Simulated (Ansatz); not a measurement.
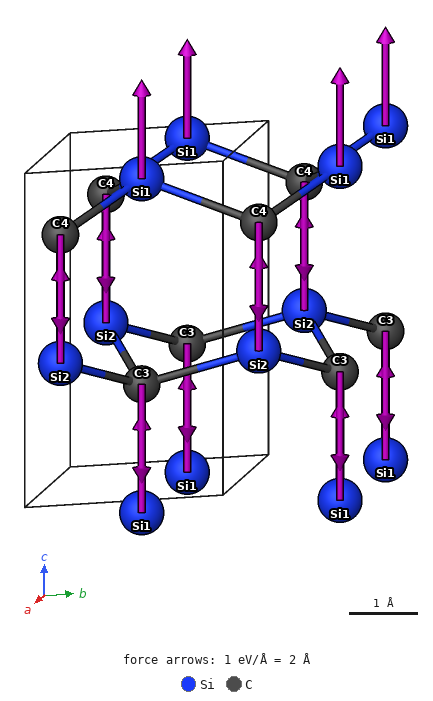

A changed version of a symmetric starting cell of SiC, with the computed forces as purple arrows. Besides, all lengths are scaled by +0.3 % (volume +1.0 %). Style: ball-and-stick. Shown: the cell of the calculation, repeated 2 × 2 × 1 with one cell outlined, slightly off an axis.

Method: DFT r2SCAN, scalar-relativistic, plane waves, PAW (Ansatz 0.2.0). (plane-wave cutoff 500 eV; k-point mesh 12 × 12 × 6; occupations gaussian; smearing width 0.02 eV; no spin polarisation)

### Where do the forces point?

The atoms keep their fractional coordinates. No relaxation follows. The starting cell wasn't computed here and needn't be at equilibrium, so pressure and forces aren't due to the change alone. The pressure is −2.1 GPa (not all of it need come from the change, since the unchanged cell can be under pressure at this level too). The principal stresses (compression positive) are −4.5 GPa along c and −0.8 GPa across it. The largest forces, 0.76 eV/Å, act on Si1, Si2, C3 and C4; on C3 it points along −c. Near-neighbour distances before and after: C–Si 1.943 → 1.950 Å, C–Si 1.868 → 1.875 Å. The space group stays P6_3mc (No. 186).
